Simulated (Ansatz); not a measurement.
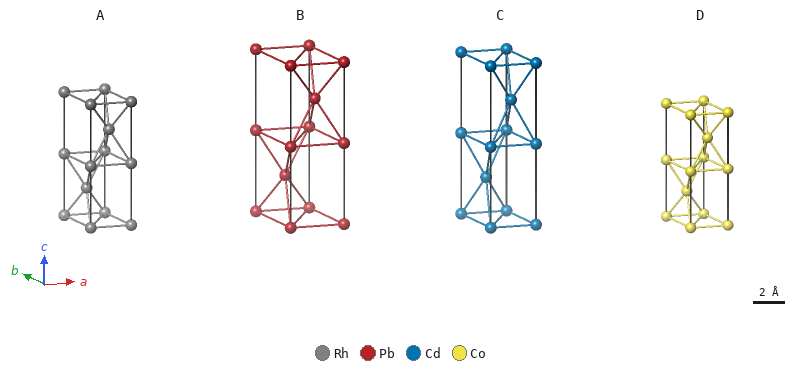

One structure type (space group P6_3/mmc for the parent) with different elements on its sites, each relaxed in cell and atoms to zero pressure (within 0.1 GPa). A ball-and-stick model of the cell of the calculation, seen from a free direction.

All numbers below come from DFT PBE, scalar-relativistic, plane waves, PAW in Ansatz. (plane-wave cutoff 420 eV; occupations gaussian; smearing width 0.1 eV) The k-mesh is chosen for each cell (18×18×6, 12×12×4, 18×18×4). Spin polarisation is switched on in some of the runs only.

Question: Give the formulas, and rank the crystals by volume per atom, smallest first.

Answer: D = Co (10.9 Å³), A = Rh (14.1 Å³), C = Cd (23.0 Å³), B = Pb (32.0 Å³).
